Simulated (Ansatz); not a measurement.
The coordinates of a crystal:

```cif
data_structure
_symmetry_space_group_name_H-M 'P -3 m 1'
_symmetry_Int_Tables_number 164
_cell_length_a 2.4947
_cell_length_b 2.4947
_cell_length_c 24.5695
_cell_angle_alpha 90.000
_cell_angle_beta 90.000
_cell_angle_gamma 120.000
_cell_volume 132.42
loop_
_atom_site_label
_atom_site_type_symbol
_atom_site_symmetry_multiplicity
_atom_site_Wyckoff_symbol
_atom_site_fract_x
_atom_site_fract_y
_atom_site_fract_z
_atom_site_occupancy
Cu1 Cu 2 c 0.00000 0.00000 0.37383 1
Cu2 Cu 2 d 0.66667 0.33333 0.29000 1
Cu3 Cu 2 d 0.33333 0.66667 0.45793 1
```

### Say what kind of structure these coordinates give.

The element is copper. The cell holds six atoms. Cu takes three kinds of site: 2c with twelve Cu in a cuboctahedral arrangement at 2.49 to 2.52 Å; 2d with nine Cu at 2.49 to 2.51 Å; 2d with twelve Cu in a cuboctahedral arrangement at 2.49 to 2.52 Å. The bonds build Cu layers parallel to (001).

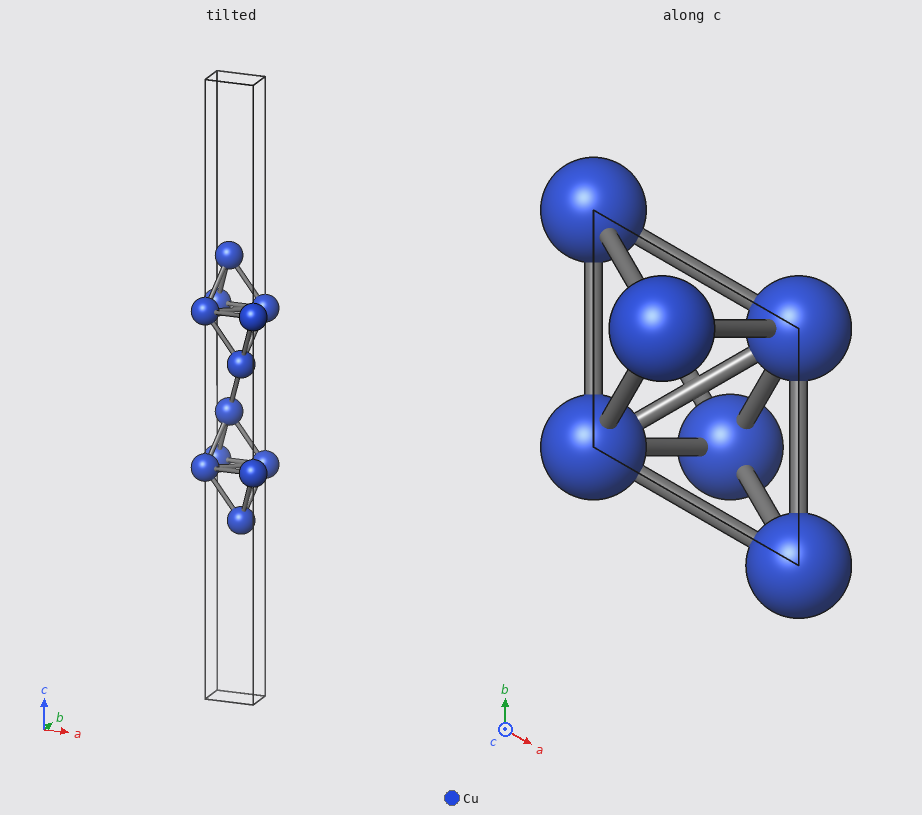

An orthographic ball-and-stick view of the structure, slightly off an axis and along the c axis. The parallelepiped is the simulation cell. Colours: copper blue.

Provenance: a structure listed in the Materials Project. A relaxation with Ansatz, DFT PBEsol, scalar-relativistic, plane waves, PAW gave the geometry drawn.
